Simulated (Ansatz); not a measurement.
## C₁₆H (charge +1): geometry relaxation (part 1 of 2)

- system: C₁₆H (defect cell, 17 atoms in the cell, total charge +1)
- method: DFT PBE-D3(BJ), scalar-relativistic, plane waves, PAW, no spin polarisation (Ansatz 0.2.0)

It belongs to a series of runs on one base structure; here: end point A relaxed. Figures and captions count atoms from 1; the log counts them from 0 in places.

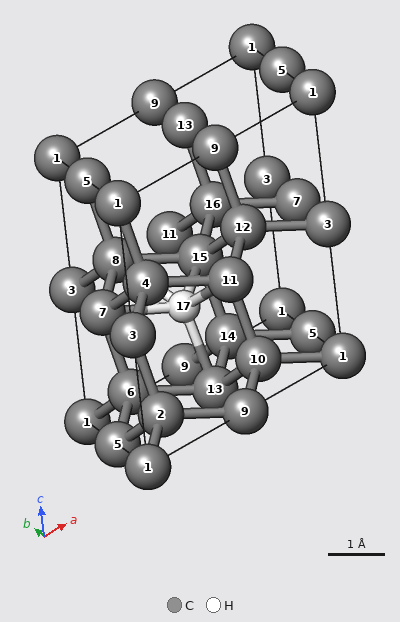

Fig. 1: The structure as given in the input (ball-and-stick view of the cell of the calculation, seen slightly off an axis; atoms are numbered from 1 in the order of the input).

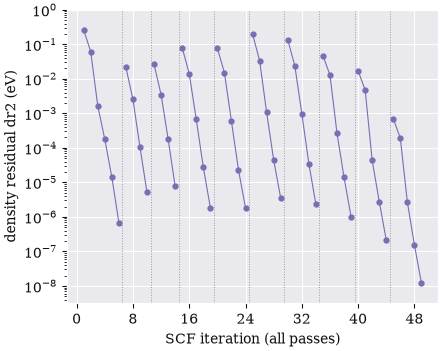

Fig. 2: Convergence of the self-consistent field: density residual dr2 against the SCF iteration. The dotted lines part the SCF passes of the relaxation: geometry steps, rejected trials and re-solves on a re-selected basis. The 10 passes take 4 to 6 iterations each, 49 in all.

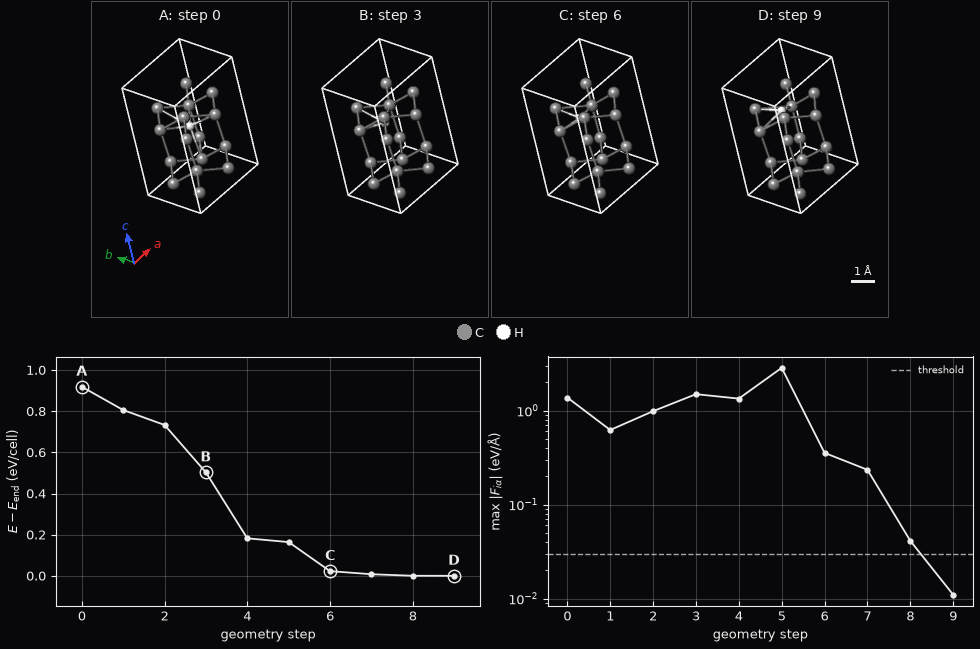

Fig. 3: Frames of the relaxation (ball-and-stick view of the cell of the calculation (origin shifted), seen slightly off an axis) above the curves, on which the letters mark them (the first geometry is step 0 here and step 1 in the log).

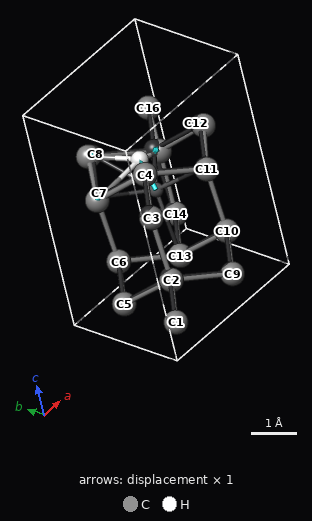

Fig. 4: Start (faint) and end (solid) with the displacements as teal arrows, at true length (ball-and-stick view of the cell of the calculation (origin shifted), seen slightly off an axis). Over 9 geometry steps the energy falls by 0.919 eV per cell of the calculation. The largest force component goes from 1.4 to 0.011 eV/Å. The largest move is that of H17, 0.79 Å. By element the largest moves are H 0.79 Å, C 0.15 Å. The cell stays as it was. Among the contacts that change: C13–H17 1.603 → 2.353 Å, C8–H17 1.690 → 1.181 Å, C11–H17 1.601 → 1.941 Å, C15–H17 1.482 → 1.182 Å. New bonds form: C8–H17 (1.69 → 1.18 Å). Among the angles that change: C8–H17–C15 57.9° → 99.2°, C16–C15–H17 177.3° → 136.1°, C16–C7–H17 176.8° → 144.2°. (Atoms are counted from 1 in the order of the input.)

The input and output of the run follow.

## Input file
```yaml
crystal:
  lattice:
    - [0.0, 3.57, 3.57]
    - [3.57, 0.0, 3.57]
    - [3.57, 3.57, 0.0]
  atoms:
    - { symbol: C, position: [0.0, 0.0, 0.0] }
    - { symbol: C, position: [0.125, 0.125, 0.125] }
    - { symbol: C, position: [0.0, 0.0, 0.5] }
    - { symbol: C, position: [0.125, 0.125, 0.625] }
    - { symbol: C, position: [0.0, 0.5, 0.0] }
    - { symbol: C, position: [0.125, 0.625, 0.125] }
    - { symbol: C, position: [0.0, 0.5, 0.5] }
    - { symbol: C, position: [0.125, 0.625, 0.625] }
    - { symbol: C, position: [0.5, 0.0, 0.0] }
    - { symbol: C, position: [0.625, 0.125, 0.125] }
    - { symbol: C, position: [0.5, 0.0, 0.5] }
    - { symbol: C, position: [0.625, 0.125, 0.625] }
    - { symbol: C, position: [0.5, 0.5, 0.0] }
    - { symbol: C, position: [0.625, 0.625, 0.125] }
    - { symbol: C, position: [0.5, 0.5, 0.5] }
    - { symbol: C, position: [0.625, 0.625, 0.625] }
    - { symbol: H, position: [0.3644233, 0.3880066, 0.3884877] }
total_charge: 1
basis:
  ecutwfc: 420.0
kpoints:
  mp_grid: { grid: [3, 3, 3] }
hamiltonian:
  xc: pbe
  dispersion: d3bj
scf:
  occupations: { method: gaussian, width: 0.02 }
  lower_state_search: "off"
relax:
  f_tol: 0.03
  max_steps: 60
  adjacent_minimum: "off"
```

Run as:
```bash
ansatz run input.yaml --threads 1 --pin off --max-ram 3072MiB --backend cpu --events-out ev --progress --plain --runs-dir out
```

## Output
```
Engine: ansatz 0.2.0, x86_64-unknown-linux-gnu
Pseudopotentials: kind: paw
Pseudopotential: C, paw, valence charge 4, recommended cutoff 420 eV (normal), C.paw.azcp
Pseudopotential: H, paw, valence charge 1, recommended cutoff 420 eV (normal), H.paw.azcp
Functional definition: PBE
  parameter kappa = 0.804
  parameter beta = 0.06672455060314922
  exchange = pbe_x(kappa = kappa, mu = beta*pi^2/3)
  correlation = pbe_c(beta = beta)
Crystal: 17 atoms, lattice volume = 90.999 Å³
Basis set: ecut = 420 eV, 1807 PW (Γ), exchange–correlation on 72×72×72 points (8 copies of the dense FFT grid, shifted against one another)
Bands: 49, of which v1, the nominal top of the filled ones, is band 32 counted from 1 (31 counted from 0)
Symmetry: 1 space group operations
Space group: P1 (ITA 1), of the structure as read, at distance tolerance 4.5e-5 Å
k-points: 14 of 27 (time reversal used)
Non-local potential: C, projectors of the file, l = 0: 2, l = 1: 2, l = 2: 1
Non-local potential: H, projectors of the file, l = 0: 2, l = 1: 1
PAW form: soft (Blöchl's): semilocal exchange-correlation on the pseudo side does not see the compensation charge
PAW one-centre angular grid: C, 110 points (default); XC on 64 Gauss nodes
PAW one-centre angular grid: H, 110 points (default); XC on 64 Gauss nodes
Initial density: superposition of atomic densities (neutral atoms scaled as one to the charged cell's electrons: chi_scale 0, normalization atom), corrected by the library's trained network
Initial wavefunctions: pseudopotential atomic-orbital guess
Functional: x = pbe(κ = 0.804, μ = 0.2195149727645171), c = pbe(β = 0.06672455060314922)
SCF iter   1: F=—  HF=-4041.160766 eV  |F-HF|=—  |Δ(HF+E_count)|=         —  Δρ=1.78e-2  dr2=2.62e-1  ethr=1.77e-3  ⟨swp⟩=7.4  Hψ=3120  notcnv=0  defer=64
preconditioner: auto → Resta (q_TF=auto, 2.573 Å⁻¹)  ε∞=4.4  [insulator: Δε(μ)=0.487 eV  Ē_g=16.944 eV  σ=0.020 eV  W_gap=1.00  n_scr=26 (ndim 8)  ℏωp=31.1 eV  f_vac=0.000  D(μ)=0.00/eV (n_scr^D=0)  ε∞_Penn≈4.4]
SCF iter   2: F=—  HF=-4041.090093 eV  |F-HF|=—  |Δ(HF+E_count)|=   7.07e-2  Δρ=8.72e-3  dr2=6.13e-2  ethr=4.09e-4  ⟨swp⟩=2.0  Hψ=865  notcnv=0  defer=171
SCF iter   3: F=—  HF=-4041.071727 eV  |F-HF|=—  |Δ(HF+E_count)|=   1.84e-2  Δρ=1.26e-3  dr2=1.65e-3  ethr=9.57e-5  ⟨swp⟩=3.0  Hψ=1002  notcnv=0  defer=171
SCF iter   4: F=—  HF=-4041.071456 eV  |F-HF|=—  |Δ(HF+E_count)|=   2.72e-4  Δρ=4.75e-4  dr2=1.78e-4  ethr=2.58e-6  ⟨swp⟩=2.2  Hψ=913  notcnv=0  defer=171
SCF iter   5: F=—  HF=-4041.071454 eV  |F-HF|=—  |Δ(HF+E_count)|=   1.35e-6  Δρ=1.44e-4  dr2=1.43e-5  ethr=2.78e-7  ⟨swp⟩=2.1  Hψ=906  notcnv=0  defer=171
SCF iter   6: F=-4041.071455 eV  HF=-4041.071455 eV  |F-HF|=3.15e-8  |Δ(HF+E_count)|=   3.71e-7  Δρ=3.04e-5  dr2=6.81e-7  ethr=2.23e-8  ⟨swp⟩=4.0  Hψ=1716  notcnv=0
SCF 1 converged in 6 iterations: F = -4041.071455 eV  dr2 = 6.81e-7
  greatest PAW one-centre occupation: 0.642 electrons in one spin orbital (limit 2), on the C atom at site 7 (counted from 0), in its partial waves of l = 0
relax step   1: F+E_penalty+E_count = -4041.07145473 eV  Δ(F+E_penalty+E_count) = +0.000e0 eV  max|allowed force component| = 1.379e0 eV/Å  Δτ_max = 0.0000 Å  (6 SCF iters, dr2 threshold 2.25e-5 eV, accepted)
Initial density: handed on by an earlier stage of this run
Initial wavefunctions: those handed on with the density
iter 1 solved again at ethr=3.53e-5 eV; its pass at ethr=3.10e-3 eV (dr2=2.26e-2 eV) is discarded
SCF iter   1: F=—  HF=-4041.190247 eV  |F-HF|=—  |Δ(HF+E_count)|=         —  Δρ=4.71e-3  dr2=2.16e-2  ethr=3.53e-5  ⟨swp⟩=2.1  Hψ=1919  notcnv=0  defer=171
preconditioner: auto → Resta (q_TF=auto, 2.573 Å⁻¹)  ε∞=4.4  [insulator: Δε(μ)=0.190 eV  Ē_g=16.919 eV  σ=0.020 eV  W_gap=1.00  n_scr=26 (ndim 8)  ℏωp=31.1 eV  f_vac=0.000  D(μ)=0.00/eV (n_scr^D=0)  ε∞_Penn≈4.4]
SCF iter   2: F=—  HF=-4041.185136 eV  |F-HF|=—  |Δ(HF+E_count)|=   5.11e-3  Δρ=2.06e-3  dr2=2.54e-3  ethr=3.38e-5  ⟨swp⟩=2.2  Hψ=824  notcnv=0  defer=171
SCF iter   3: F=—  HF=-4041.184649 eV  |F-HF|=—  |Δ(HF+E_count)|=   4.87e-4  Δρ=5.07e-4  dr2=1.05e-4  ethr=3.97e-6  ⟨swp⟩=2.0  Hψ=831  notcnv=0  defer=171
SCF iter   4: F=-4041.184646 eV  HF=-4041.184646 eV  |F-HF|=8.75e-8  |Δ(HF+E_count)|=   2.59e-6  Δρ=8.92e-5  dr2=5.12e-6  ethr=1.56e-7  ⟨swp⟩=2.1  Hψ=2158  notcnv=0
SCF 2 converged in 4 iterations: F = -4041.184646 eV  dr2 = 5.12e-6
  greatest PAW one-centre occupation: 0.641 electrons in one spin orbital (limit 2), on the C atom at site 7 (counted from 0), in its partial waves of l = 0
relax step   2: F+E_penalty+E_count = -4041.18464618 eV  Δ(F+E_penalty+E_count) = -1.132e-1 eV  max|allowed force component| = 6.223e-1 eV/Å  Δτ_max = 0.0224 Å  (4 SCF iters, dr2 threshold 1.00e-4 eV, accepted)
SCF iter   1: F=—  HF=-4041.264457 eV  |F-HF|=—  |Δ(HF+E_count)|=         —  Δρ=5.20e-3  dr2=2.63e-2  ethr=8.61e-4  ⟨swp⟩=4.1  Hψ=1567  notcnv=0  defer=170
preconditioner: auto → Resta (q_TF=auto, 2.573 Å⁻¹)  ε∞=4.4  [insulator: Δε(μ)=0.365 eV  Ē_g=16.920 eV  σ=0.020 eV  W_gap=1.00  n_scr=26 (ndim 8)  ℏωp=31.1 eV  f_vac=0.000  D(μ)=0.00/eV (n_scr^D=0)  ε∞_Penn≈4.4]
SCF iter   2: F=—  HF=-4041.258140 eV  |F-HF|=—  |Δ(HF+E_count)|=   6.32e-3  Δρ=2.33e-3  dr2=3.47e-3  ethr=4.11e-5  ⟨swp⟩=2.6  Hψ=1059  notcnv=0  defer=170
SCF iter   3: F=—  HF=-4041.257270 eV  |F-HF|=—  |Δ(HF+E_count)|=   8.70e-4  Δρ=6.11e-4  dr2=1.82e-4  ethr=5.41e-6  ⟨swp⟩=2.0  Hψ=833  notcnv=0  defer=170
SCF iter   4: F=-4041.257247 eV  HF=-4041.257249 eV  |F-HF|=1.66e-6  |Δ(HF+E_count)|=   2.13e-5  Δρ=9.68e-5  dr2=7.70e-6  ethr=3.78e-8  ⟨swp⟩=3.0  Hψ=2460  notcnv=0
SCF 3 converged in 4 iterations: F = -4041.257247 eV  dr2 = 7.70e-6
  greatest PAW one-centre occupation: 0.643 electrons in one spin orbital (limit 2), on the C atom at site 15 (counted from 0), in its partial waves of l = 0
relax step   3: F+E_penalty+E_count = -4041.25724685 eV  Δ(F+E_penalty+E_count) = -7.260e-2 eV  max|allowed force component| = 9.865e-1 eV/Å  Δτ_max = 0.0696 Å  (4 SCF iters, dr2 threshold 2.42e-5 eV, accepted)
SCF iter   1: F=—  HF=-4041.509888 eV  |F-HF|=—  |Δ(HF+E_count)|=         —  Δρ=1.01e-2  dr2=7.98e-2  ethr=2.78e-3  ⟨swp⟩=3.3  Hψ=1773  notcnv=0  defer=166
preconditioner: auto → Resta (q_TF=auto, 2.573 Å⁻¹)  ε∞=4.4  [insulator: Δε(μ)=1.092 eV  Ē_g=16.938 eV  σ=0.020 eV  W_gap=1.00  n_scr=26 (ndim 8)  ℏωp=31.1 eV  f_vac=0.000  D(μ)=0.00/eV (n_scr^D=0)  ε∞_Penn≈4.4]
SCF iter   2: F=—  HF=-4041.491420 eV  |F-HF|=—  |Δ(HF+E_count)|=   1.85e-2  Δρ=4.92e-3  dr2=1.41e-2  ethr=1.25e-4  ⟨swp⟩=2.4  Hψ=1032  notcnv=0  defer=169
SCF iter   3: F=—  HF=-4041.487978 eV  |F-HF|=—  |Δ(HF+E_count)|=   3.44e-3  Δρ=1.05e-3  dr2=6.66e-4  ethr=2.21e-5  ⟨swp⟩=2.4  Hψ=914  notcnv=0  defer=169
SCF iter   4: F=—  HF=-4041.487899 eV  |F-HF|=—  |Δ(HF+E_count)|=   7.90e-5  Δρ=1.98e-4  dr2=2.78e-5  ethr=1.56e-7  ⟨swp⟩=3.0  Hψ=2425  notcnv=0
SCF iter   5: F=-4041.487900 eV  HF=-4041.487901 eV  |F-HF|=3.12e-7  |Δ(HF+E_count)|=   1.41e-6  Δρ=4.72e-5  dr2=1.84e-6  ethr=4.34e-8  ⟨swp⟩=4.0  Hψ=1719  notcnv=0
SCF 4 converged in 5 iterations: F = -4041.487900 eV  dr2 = 1.84e-6
  greatest PAW one-centre occupation: 0.646 electrons in one spin orbital (limit 2), on the C atom at site 15 (counted from 0), in its partial waves of l = 0
relax step   4: F+E_penalty+E_count = -4041.48790042 eV  Δ(F+E_penalty+E_count) = -2.307e-1 eV  max|allowed force component| = 1.497e0 eV/Å  Δτ_max = 0.1953 Å  (5 SCF iters, dr2 threshold 1.00e-4 eV, accepted)
SCF iter   1: F=—  HF=-4041.829034 eV  |F-HF|=—  |Δ(HF+E_count)|=         —  Δρ=1.17e-2  dr2=7.73e-2  ethr=1.13e-3  ⟨swp⟩=3.7  Hψ=1791  notcnv=0  defer=161
preconditioner: auto → Resta (q_TF=auto, 2.573 Å⁻¹)  ε∞=4.4  [insulator: Δε(μ)=2.019 eV  Ē_g=16.973 eV  σ=0.020 eV  W_gap=1.00  n_scr=26 (ndim 8)  ℏωp=31.1 eV  f_vac=0.000  D(μ)=0.00/eV (n_scr^D=0)  ε∞_Penn≈4.4]
SCF iter   2: F=—  HF=-4041.811883 eV  |F-HF|=—  |Δ(HF+E_count)|=   1.72e-2  Δρ=5.79e-3  dr2=1.50e-2  ethr=1.21e-4  ⟨swp⟩=2.1  Hψ=940  notcnv=0  defer=168
SCF iter   3: F=—  HF=-4041.808212 eV  |F-HF|=—  |Δ(HF+E_count)|=   3.67e-3  Δρ=9.84e-4  dr2=5.86e-4  ethr=2.35e-5  ⟨swp⟩=2.2  Hψ=1022  notcnv=0  defer=168
SCF iter   4: F=—  HF=-4041.808116 eV  |F-HF|=—  |Δ(HF+E_count)|=   9.58e-5  Δρ=1.93e-4  dr2=2.30e-5  ethr=1.56e-7  ⟨swp⟩=3.0  Hψ=2391  notcnv=0
SCF iter   5: F=-4041.808119 eV  HF=-4041.808119 eV  |F-HF|=4.04e-7  |Δ(HF+E_count)|=   3.46e-6  Δρ=5.14e-5  dr2=1.80e-6  ethr=3.59e-8  ⟨swp⟩=4.0  Hψ=1704  notcnv=0
SCF 5 converged in 5 iterations: F = -4041.808119 eV  dr2 = 1.80e-6
relax step   5: F+E_penalty+E_count = -4041.80811907 eV  Δ(F+E_penalty+E_count) = -3.202e-1 eV  max|allowed force component| = 1.343e0 eV/Å  Δτ_max = 0.1769 Å  (5 SCF iters, dr2 threshold 1.00e-4 eV, accepted)
SCF iter   1: F=—  HF=-4041.888276 eV  |F-HF|=—  |Δ(HF+E_count)|=         —  Δρ=1.88e-2  dr2=1.98e-1  ethr=1.41e-3  ⟨swp⟩=3.8  Hψ=1880  notcnv=0  defer=125
preconditioner: auto → Resta (q_TF=auto, 2.573 Å⁻¹)  ε∞=4.3  [insulator: Δε(μ)=2.655 eV  Ē_g=17.040 eV  σ=0.020 eV  W_gap=1.00  n_scr=26 (ndim 8)  ℏωp=31.1 eV  f_vac=0.000  D(μ)=0.00/eV (n_scr^D=0)  ε∞_Penn≈4.3]
SCF iter   2: F=—  HF=-4041.836566 eV  |F-HF|=—  |Δ(HF+E_count)|=   5.17e-2  Δρ=8.69e-3  dr2=3.38e-2  ethr=3.09e-4  ⟨swp⟩=2.6  Hψ=1135  notcnv=0  defer=173
SCF iter   3: F=—  HF=-4041.826557 eV  |F-HF|=—  |Δ(HF+E_count)|=   1.00e-2  Δρ=1.53e-3  dr2=1.06e-3  ethr=5.27e-5  ⟨swp⟩=2.9  Hψ=1043  notcnv=0  defer=173
SCF iter   4: F=—  HF=-4041.826354 eV  |F-HF|=—  |Δ(HF+E_count)|=   2.02e-4  Δρ=2.74e-4  dr2=4.45e-5  ethr=1.66e-6  ⟨swp⟩=2.0  Hψ=942  notcnv=0  defer=173
SCF iter   5: F=-4041.826357 eV  HF=-4041.826358 eV  |F-HF|=4.35e-7  |Δ(HF+E_count)|=   3.67e-6  Δρ=7.04e-5  dr2=3.50e-6  ethr=6.96e-8  ⟨swp⟩=4.1  Hψ=1852  notcnv=0
SCF 6 converged in 5 iterations: F = -4041.826357 eV  dr2 = 3.50e-6
  greatest PAW one-centre occupation: 0.657 electrons in one spin orbital (limit 2), on the C atom at site 7 (counted from 0), in its partial waves of l = 0
relax step   6: F+E_penalty+E_count = -4041.82635732 eV  Δ(F+E_penalty+E_count) = -1.824e-2 eV  max|allowed force component| = 2.853e0 eV/Å  Δτ_max = 0.1969 Å  (5 SCF iters, dr2 threshold 1.00e-4 eV, accepted)
SCF iter   1: F=—  HF=-4042.010021 eV  |F-HF|=—  |Δ(HF+E_count)|=         —  Δρ=1.53e-2  dr2=1.35e-1  ethr=1.34e-3  ⟨swp⟩=4.2  Hψ=1645  notcnv=0  defer=156
preconditioner: auto → Resta (q_TF=auto, 2.573 Å⁻¹)  ε∞=4.3  [insulator: Δε(μ)=2.816 eV  Ē_g=17.021 eV  σ=0.020 eV  W_gap=1.00  n_scr=26 (ndim 8)  ℏωp=31.1 eV  f_vac=0.000  D(μ)=0.00/eV (n_scr^D=0)  ε∞_Penn≈4.3]
SCF iter   2: F=—  HF=-4041.975188 eV  |F-HF|=—  |Δ(HF+E_count)|=   3.48e-2  Δρ=7.23e-3  dr2=2.43e-2  ethr=2.11e-4  ⟨swp⟩=2.0  Hψ=882  notcnv=0  defer=170
SCF iter   3: F=—  HF=-4041.967792 eV  |F-HF|=—  |Δ(HF+E_count)|=   7.40e-3  Δρ=1.39e-3  dr2=9.87e-4  ethr=3.80e-5  ⟨swp⟩=2.4  Hψ=949  notcnv=0  defer=170
SCF iter   4: F=—  HF=-4041.967600 eV  |F-HF|=—  |Δ(HF+E_count)|=   1.91e-4  Δρ=2.56e-4  dr2=3.49e-5  ethr=1.54e-6  ⟨swp⟩=2.0  Hψ=961  notcnv=0  defer=170
SCF iter   5: F=-4041.967600 eV  HF=-4041.967600 eV  |F-HF|=6.45e-7  |Δ(HF+E_count)|=   1.20e-7  Δρ=5.52e-5  dr2=2.29e-6  ethr=5.45e-8  ⟨swp⟩=4.0  Hψ=1849  notcnv=0
SCF 7 converged in 5 iterations: F = -4041.967600 eV  dr2 = 2.29e-6
  greatest PAW one-centre occupation: 0.654 electrons in one spin orbital (limit 2), on the C atom at site 7 (counted from 0), in its partial waves of l = 0
relax step   7: F+E_penalty+E_count = -4041.96759970 eV  Δ(F+E_penalty+E_count) = -1.412e-1 eV  max|allowed force component| = 3.551e-1 eV/Å  Δτ_max = 0.1168 Å  (5 SCF iters, dr2 threshold 1.00e-4 eV, accepted)
iter 1 solved again at ethr=7.47e-5 eV; its pass at ethr=3.10e-3 eV (dr2=4.78e-2 eV) is discarded
SCF iter   1: F=—  HF=-4041.989447 eV  |F-HF|=—  |Δ(HF+E_count)|=         —  Δρ=1.10e-2  dr2=4.72e-2  ethr=7.47e-5  ⟨swp⟩=2.0  Hψ=2593  notcnv=0  defer=168
preconditioner: auto → Resta (q_TF=auto, 2.573 Å⁻¹)  ε∞=4.3  [insulator: Δε(μ)=2.481 eV  Ē_g=17.025 eV  σ=0.020 eV  W_gap=1.00  n_scr=26 (ndim 8)  ℏωp=31.1 eV  f_vac=0.000  D(μ)=0.00/eV (n_scr^D=0)  ε∞_Penn≈4.3]
SCF iter   2: F=—  HF=-4041.984112 eV  |F-HF|=—  |Δ(HF+E_count)|=   5.33e-3  Δρ=5.94e-3  dr2=1.28e-2  ethr=7.38e-5  ⟨swp⟩=2.0  Hψ=588  notcnv=0  defer=168
SCF iter   3: F=—  HF=-4041.982594 eV  |F-HF|=—  |Δ(HF+E_count)|=   1.52e-3  Δρ=5.89e-4  dr2=2.65e-4  ethr=1.99e-5  ⟨swp⟩=2.0  Hψ=1033  notcnv=0  defer=168
SCF iter   4: F=—  HF=-4041.982541 eV  |F-HF|=—  |Δ(HF+E_count)|=   5.26e-5  Δρ=1.51e-4  dr2=1.39e-5  ethr=4.15e-7  ⟨swp⟩=2.1  Hψ=862  notcnv=0  defer=168
SCF iter   5: F=-4041.982545 eV  HF=-4041.982545 eV  |F-HF|=2.75e-7  |Δ(HF+E_count)|=   3.95e-6  Δρ=4.04e-5  dr2=1.01e-6  ethr=1.23e-8  ⟨swp⟩=4.1  Hψ=1943  notcnv=0
SCF 8 converged in 5 iterations: F = -4041.982545 eV  dr2 = 1.01e-6
  greatest PAW one-centre occupation: 0.656 electrons in one spin orbital (limit 2), on the C atom at site 7 (counted from 0), in its partial waves of l = 0
relax step   8: F+E_penalty+E_count = -4041.98254510 eV  Δ(F+E_penalty+E_count) = -1.495e-2 eV  max|allowed force component| = 2.347e-1 eV/Å  Δτ_max = 0.2000 Å  (5 SCF iters, dr2 threshold 7.88e-6 eV, accepted)
```
